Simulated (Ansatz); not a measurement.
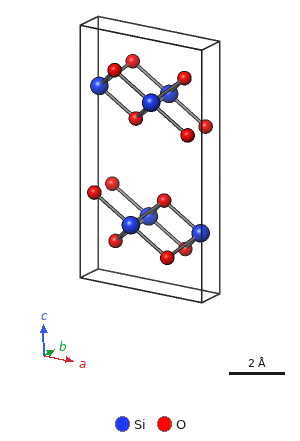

Lattice vibrations of crystalline SiO₂ (a generated structure), space group C2/m (No. 12), at the zone centre. A ball-and-stick model of the conventional cell (2 times the calculation's cell), seen slightly off an axis. Lengths and directions refer to the drawn axes.

These are results of Ansatz 0.2.0, DFT PBE+D3(BJ), scalar-relativistic, plane waves, PAW, not measurements. Settings: plane-wave cutoff 420 eV; k-point mesh 10 × 10 × 4; occupations fixed; no spin polarisation.

Frequencies are those without the non-analytic (LO–TO) term.

### List the optical modes.

The calculation's cell holds 6 atoms, so there are 15 optical modes, in 9 levels. No level is unstable.

```json
{"level": "1", "symmetry": "doubly degenerate", "frequency (cm⁻¹)": "34", "activity": "not assigned"}
{"level": "2", "symmetry": "A_g", "frequency (cm⁻¹)": "82", "activity": "Raman-active"}
{"level": "3", "symmetry": "doubly degenerate", "frequency (cm⁻¹)": "537", "activity": "not assigned"}
{"level": "4", "symmetry": "doubly degenerate", "frequency (cm⁻¹)": "538", "activity": "not assigned"}
{"level": "5", "symmetry": "4-fold", "frequency (cm⁻¹)": "556", "activity": "not assigned"}
{"level": "6", "symmetry": "B_u", "frequency (cm⁻¹)": "686", "activity": "infrared-active"}
{"level": "7", "symmetry": "A_g", "frequency (cm⁻¹)": "693", "activity": "Raman-active"}
{"level": "8", "symmetry": "B_u", "frequency (cm⁻¹)": "836", "activity": "infrared-active"}
{"level": "9", "symmetry": "A_g", "frequency (cm⁻¹)": "943", "activity": "Raman-active"}
```

The displacement patterns (one member of each degenerate set), 6 of the levels:

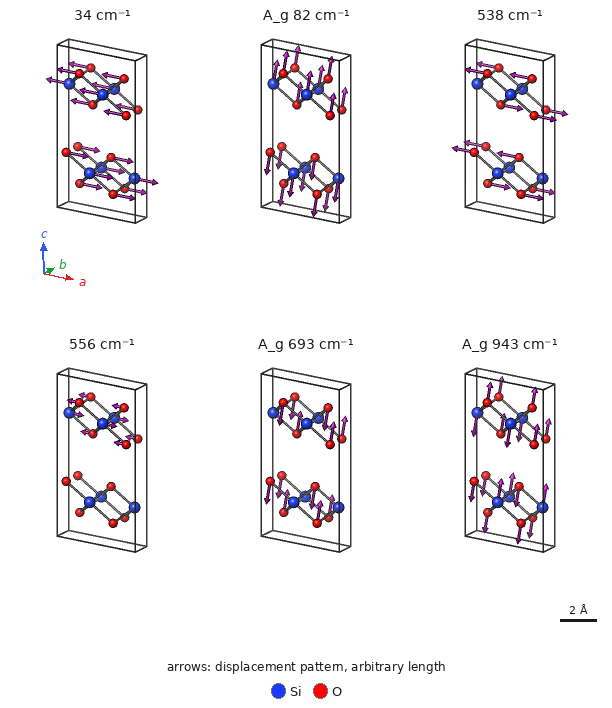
